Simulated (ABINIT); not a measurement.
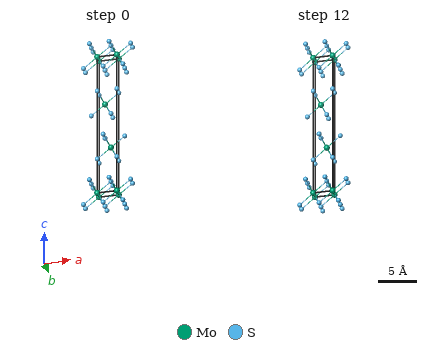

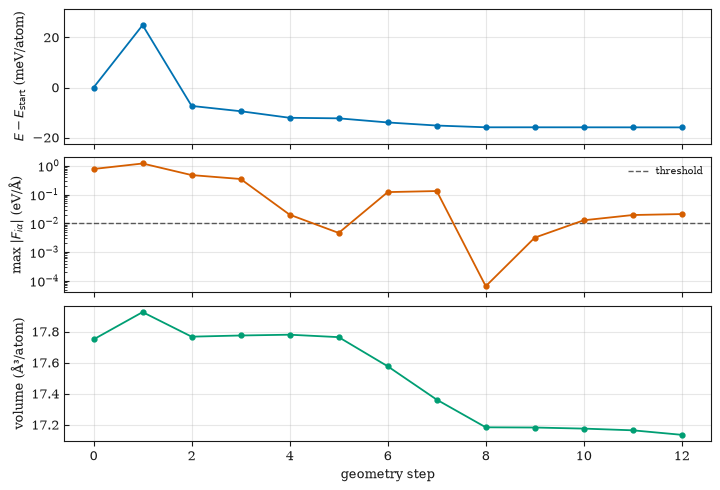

First and last geometry of a relaxation of a crystal of MoS2 (set up in R-3m), with the history of the run. A ball-and-stick model of the conventional cell (3 times the calculation's cell), seen from a free direction. Lengths and directions refer to the drawn axes.

The run lets cell and atoms move.

The calculation used Kohn-Sham DFT of a periodic cell, PBEsol, JTH PAW PBE v2.0 (ABINIT 10.8.3).

Input file:
```
# Pseudopotentials
pp_dirpath "./"
pseudos "Mo.GGA_PBE-JTH.xml, S.GGA_PBE-JTH.xml"

# Structure
acell 3*1.0
rprim
     2.9961607706     1.7298342274    11.5556689531
    -2.9961607706     1.7298342274    11.5556689531
     0.0000000000    -3.4596684549    11.5556689531
ntypat 2
znucl 42 16
natom 3
typat 1 2 2
xred
     0.0000000000     0.0000000000     0.0000000000
     0.2500000000     0.2500000000     0.2500000000
     0.7500000000     0.7500000000     0.7500000000
chkprim 0
chksymtnons 0
tolsym 1.0e-6

# Plane-wave basis
ecut 20.0
pawecutdg 40.0
pawxcdev 0

# k points
kptopt 1
ngkpt 8 8 8
nshiftk 1
shiftk 0.0 0.0 0.0

# Exchange and correlation
ixc -116133

# Bands and occupations
nband 17
occopt 3
tsmear 0.00183747

# SCF cycle
nstep 100
tolvrs 1.0e-9

# Output
iomode 3
prtwf 0
prtden 0
prteig 0
prtebands 0
enunit 1

# Relaxation
ionmov 22
ntime 60
tolmxf 0.0002
optcell 2
dilatmx 1.08
ecutsm 0.5
```

Command:
```bash
abinit run.abi > log 2>&1
```

Q: What do the curves and the structures tell?

A: The run was cut off at its time limit before the relaxation converged, so the last structure is only a point on the way. The largest moves relative to the cell, 0.080 Å, are those of S atoms. Mo stays in place. The volume changes by −3.5 %, with a = b 3.171 → 3.125 Å (−1.4 %), c 18.345 → 18.231 Å (−0.6 %). Near-neighbour distances that change, for instance: Mo–S 2.385 → 2.411 Å. Bond angles that change, for instance: S–Mo–S 83.3° → 80.8°, Mo–S–Mo 83.3° → 80.8°, S–Mo–S 96.7° → 99.2°. The space group stays R-3m (No. 166). Over 12 geometry steps the energy falls by 15.9 meV per atom. The largest force component goes from 0.77 to 0.021 eV/Å. The pressure goes from 3.23 to 0.14 GPa. At step 1 the optimiser overshot: the energy rose above the start, and later steps came back.
